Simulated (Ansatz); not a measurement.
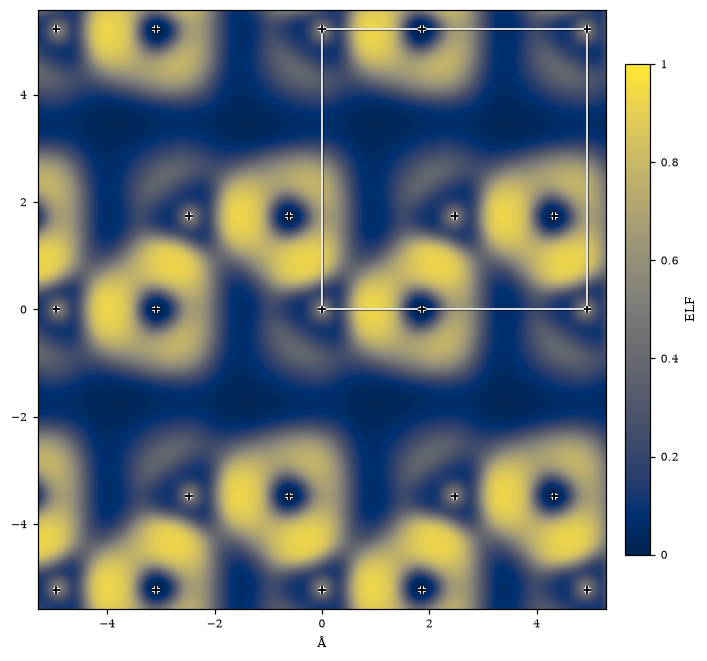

The ELF on a plane through atoms (crosses mark nuclei in the plane).

Theory: DFT, PBEsol, PAW with Ansatz's default frozen-core files, scalar-relativistic; relaxation of cell and atoms (Ansatz 0.2.0).

Candidates:
A. SiC, a = 3.02 Å, b = 3.02 Å, c = 4.95 Å, α = 90.00°, β = 90.00°, γ = 120.00°. Space group P6₃mc; computed pressure about 15 GPa in this cell.
B. GaN, a = 3.15 Å, b = 3.15 Å, c = 5.13 Å, α = 90.00°, β = 90.00°, γ = 120.00°. Space group P6₃mc; computed pressure about 7 GPa in this cell.
C. GaP, a = 5.44 Å, b = 5.44 Å, c = 5.44 Å, α = 90.00°, β = 90.00°, γ = 90.00°. Space group F-43m.

Which system is this?

Answer. Candidate A: SiC on the (110) plane of the conventional cell, which holds Si and C. Si–C (1.85 Å): the ELF peaks at about 0.95 between the atoms; a shared electron pair.
